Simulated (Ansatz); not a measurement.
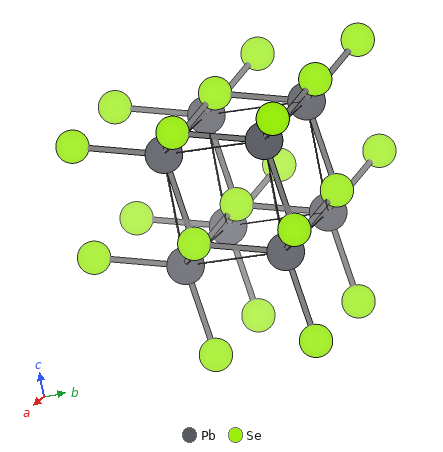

This ball-and-stick model is shown slightly off an axis. One simulation cell is framed, with atoms on its boundary repeated. A few atoms beyond the faces are included.

The run was set up as follows:
```yaml
crystal:
  lattice:
    - [0.0328627597, 3.4232041376, 3.4232041376]
    - [3.4232041376, 0.0328627597, 3.4232041376]
    - [3.4560668973, 3.4560668973, 0.0]
  atoms:
    - { symbol: Pb, position: [0.0018842602, 0.0018842602, -0.0018842602] }
    - { symbol: Se, position: [0.2481157398, 0.2481157398, 0.2518842602] }
kpoints:
  mp_grid: { grid: [6, 6, 6] }
  band_path:
    path:
      - [0.0, 0.0, 0.0]
      - [-0.5, -0.5, 0.0]
      - [-0.375, -0.375, 0.25]
      - [-0.375, 0.0, 0.375]
      - [0.0, 0.0, 0.5]
      - [-0.5, -0.25, 0.25]
      - [0.25, 0.486979, -0.263021]
      - [0.0, 0.5, 0.5]
    npoints: 1
hamiltonian:
  xc: pbe
scf:
  occupations: { method: fermi_dirac, width: 0.02 }
  n_extra_bands: 4
output:
  forces: true
  stress: true
  eigenvalues: true
```
Run as:
```sh
ansatz run input.yaml --threads 4 --pin off --max-ram 3686MiB --backend cpu --events-out ev --progress --plain --runs-dir out
```

Results below were computed with DFT, PBE, plane waves, PAW in Ansatz; the settings were 420 eV cutoff, k-grid 6×6×6, Fermi-Dirac smearing of 0.02 eV, no spin polarisation.

What does the calculation say: metal or gapped?

A semiconductor at this level, with a gap of 0.62 eV, indirect; the smallest direct gap is 1.15 eV.

What is the computed pressure?

The computed pressure is 0.7 GPa (compressed: it would expand).

The model was built from a structure type filled with these elements by a generator (whether the compound takes this form wasn't checked). The cell was then strained or its atoms displaced on purpose. A calculation with Ansatz used it as input.
